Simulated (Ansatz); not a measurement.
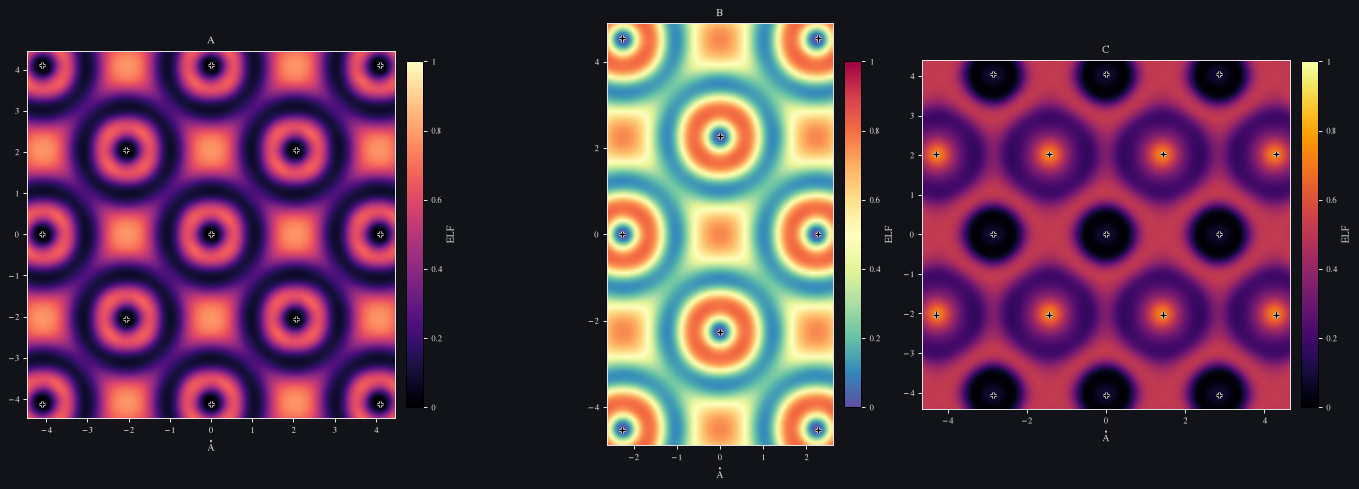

The ELF of 3 systems, each on a plane through atoms (crosses mark nuclei in the plane).

Method: DFT r2SCAN, scalar-relativistic, plane waves, PAW (Ansatz).

System 1: AlNi, the (101) plane of the standardised cell. Space group P4/mmm; a structure from a database of computed crystals, not necessarily the ambient phase; computed without spin polarisation.

System 2: Ti, the (001) plane of the conventional cell. Space group Fm-3m; computed without spin polarisation.

```
Ti
1.0
     4.11030    0.00000    0.00000
     0.00000    4.11030    0.00000
     0.00000    0.00000    4.11030
Ti
4
Direct
  0.00000 0.00000 0.00000
  0.50000 0.50000 0.00000
  0.50000 0.00000 0.50000
  0.00000 0.50000 0.50000
```

System 3: Zr, the (100) plane of the conventional cell. Space group Fm-3m.

```xyz
4
Lattice="4.5362 0.0000 0.0000 0.0000 4.5362 0.0000 0.0000 0.0000 4.5362" Properties=species:S:1:pos:R:3 pbc="T T T"
Zr    0.0000    0.0000    0.0000
Zr    2.2681    2.2681    0.0000
Zr    2.2681    0.0000    2.2681
Zr    0.0000    2.2681    2.2681
```

Q: Match each panel to its system.

A: Panel A is system 2, Ti: the plane holds Ti. Ti–Ti (2.91 Å): the ELF is about 0.25 at the midpoint: no localised pair shows between them. Panel B is system 3, Zr: the plane holds Zr. Zr–Zr (3.21 Å): the ELF is about 0.20 at the midpoint: no localised pair shows between them. Panel C is system 1, AlNi: the plane holds Al and Ni. Al–Ni (2.48 Å): the ELF is about 0.40 at the midpoint.
